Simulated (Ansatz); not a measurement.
Gd

```
Gd
1.0
     1.83141    3.17209    0.00000
    -1.83141    3.17209    5.82524
     3.66281    0.00000    5.82524
Gd
4
Direct
  0.37500 0.29167 0.95833
  0.87500 0.79167 0.45833
  0.12500 0.20833 0.54166
  0.62500 0.70834 0.04166
```

Space group P6₃/mmc; site moments Gd: +7.3 μB (×4) in one cell of 4 atoms (parallel main moments (a ferromagnetic arrangement) in this solution); spin-polarised.

Level of theory: DFT, PAW plane waves, PBE in Ansatz 0.2.0.

Q: What will maps of the electron localisation function show?

A: Gd–Gd (3.66 Å): the ELF is about 0.20 at the midpoint: no localised pair shows between them.

Q: Does the calculation make it a metal, or give it a gap?

A: It is metallic or semimetallic at this level of theory: no gap opens.

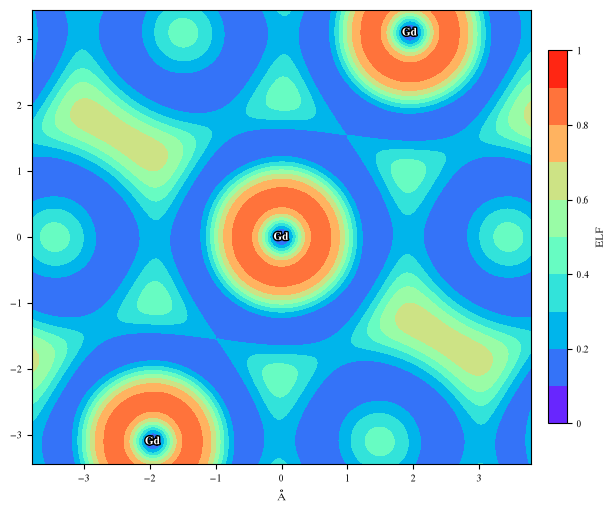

Computed electron localisation function on the (110) plane of the calculation cell. 
